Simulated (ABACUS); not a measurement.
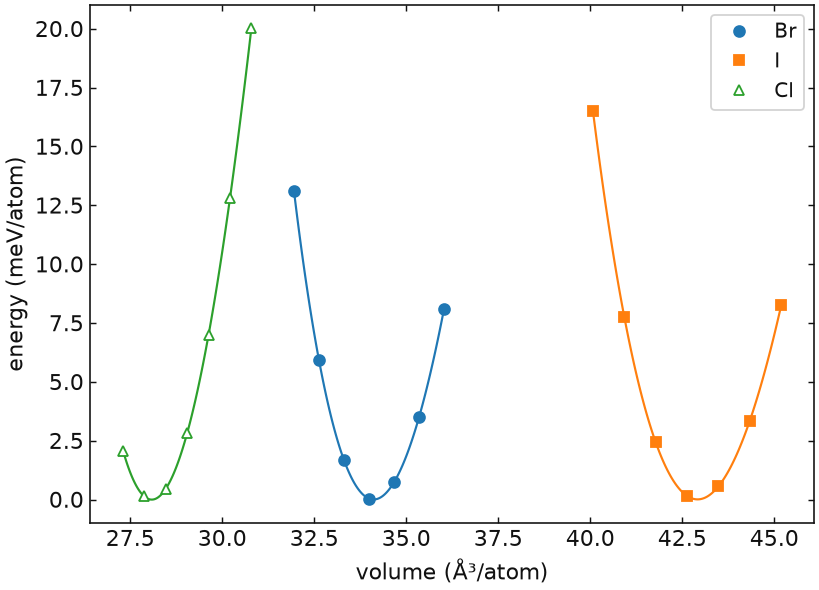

Plotted: energy against volume, with one curve for each element, for Br, Cl and I (all in space group Cmce (No. 64)).

Method: DFT in plane waves or numerical atomic orbitals with pseudopotentials, no spin polarisation; energies at scaled volumes of the given cell, shape and fractions fixed, counted from the fit's minimum, third-order Birch-Murnaghan fit (ABACUS 3.10.1). Level: PBEsol.

occupations Fermi–Dirac; smearing width 0.05 eV; potentials PseudoDojo NC SR 0.4.1 PBEsol standard.

Settings that differ: Br: density cutoff 2560 eV, wave cutoff 639 eV, k mesh 7×7×3; I: density cutoff 3860 eV, wave cutoff 966 eV, k mesh 7×7×3; Cl: density cutoff 3160 eV, wave cutoff 789 eV, k mesh 7×7×4.

Question: Order the curves by fitted equilibrium volume, smallest first.

Answer: Cl 28.084, Br 34.113, I 42.915 Å³/atom.

Question: Order the curves by fitted bulk modulus, smallest first.

Answer: I 24.4, Br 26.9, Cl 29.2 GPa.

Caveats: shape and atomic fractions are frozen while scaling, which makes layered, chain and framework solids too stiff.
